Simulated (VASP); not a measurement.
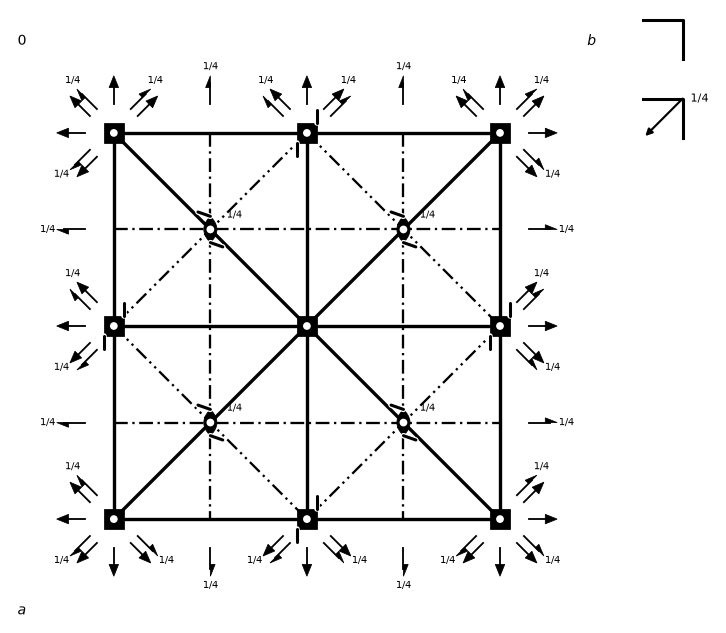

Symmetry elements of a space group, projected down c, computed from the operations of a computed or model structure of composition Si2Mo.

Graphical symbols as in the International Tables (origin upper left, heights as fractions; handed screw axes are marked by their printed symbols).

> Identify the space group.

I4/mmm (No. 139); body-centred tetragonal, point group 4/mmm, 32 general positions a cell.

> List the elements shown.

4₂ axes along c at (0, 1/2), (1/2, 0); 4 axes along c at (0, 0), (1/2, 1/2); 2₁ axes along c at (1/4, 1/4), (1/4, 3/4), (3/4, 1/4), (3/4, 3/4); inversion centres at (0, 0), (0, 1/2), (1/4, 1/4; c height 1/4), (1/4, 3/4; c height 1/4), (1/2, 0), (1/2, 1/2), (3/4, 1/4; c height 1/4), (3/4, 3/4; c height 1/4); mirror planes holding c and [1 1 0] or [−1 1 0]; e glide planes holding c and [1 1 0] or [−1 1 0]; mirror planes normal to a, at x = 0, 1/2; n glide planes normal to a, at x = 1/4, 3/4; mirror planes normal to b, at y = 0, 1/2; n glide planes normal to b, at y = 1/4, 3/4; a mirror plane normal to c at height 0; an n glide plane normal to c at height 1/4; 2 axes along [1 1 0] at heights 0, 1/4; 2 axes along [−1 1 0] at heights 0, 1/4; 2 axes along a at height 0; 2 axes along b at height 0; 2₁ axes along [1 1 0] at heights 0, 1/4; 2₁ axes along [−1 1 0] at heights 0, 1/4; 2₁ axes along a at height 1/4; 2₁ axes along b at height 1/4. Heights repeat every half period; positions are (a, b) fractions, modulo 1.

> Write the general positions (in any order).

For each centring vector (0, 0, 0), (1/2, 1/2, 1/2):
x, y, z
−x, −y, −z
−y, x, z
y, −x, −z
−x, −y, z
x, y, −z
y, −x, z
−y, x, −z
x, −y, −z
−x, y, z
−y, −x, −z
y, x, z
−x, y, −z
x, −y, z
y, x, −z
−y, −x, z
